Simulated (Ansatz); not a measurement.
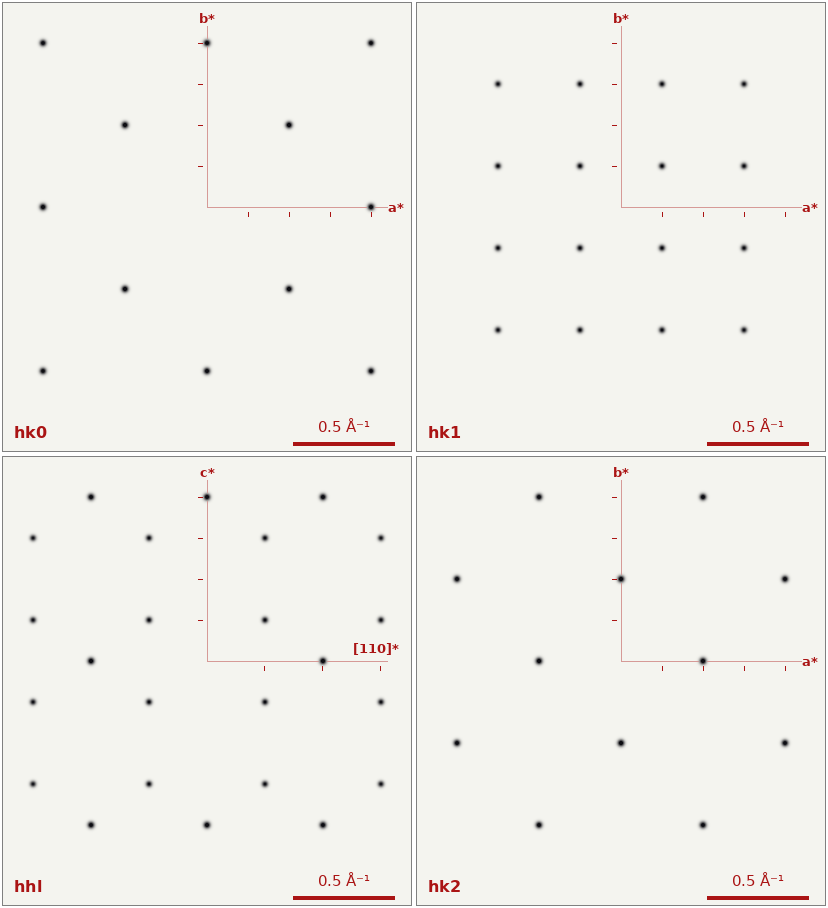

Simulated precession-type sections (neutrons; kinematic intensities, B = 0.5 Å²). The ticks mark integer indices of the conventional cell.

Question: What cell do the layers give?

Answer: a* = 0.203, b* = 0.203, c* = 0.203 Å⁻¹; the cell is cubic with a = 4.93 Å.

Question: Which reflection conditions do the layers show?

Answer: Reflections are present only under these conditions. hkl: h + k = 2n, h + l = 2n; hk0: h = 2n, h + k = 4n; hhl: h + l = 2n; h00: h = 4n. The lattice is face-centred (F). Further gaps, such as 2 2 2, 4 4 2, come from atoms on special positions, not from the group's general conditions.

Question: Which space groups fit?

Answer: The intensities have Laue symmetry m-3m (the hk0 layer shows 4mm, hk1 shows 4mm). With these conditions only Fd-3m (No. 227) fits. The compound is Co. Structure: the geometry relaxed with Ansatz, DFT, PBE, plane waves (420 eV) with PAW, scalar-relativistic; the starting structure was generated, so it need not be a known form of this composition.
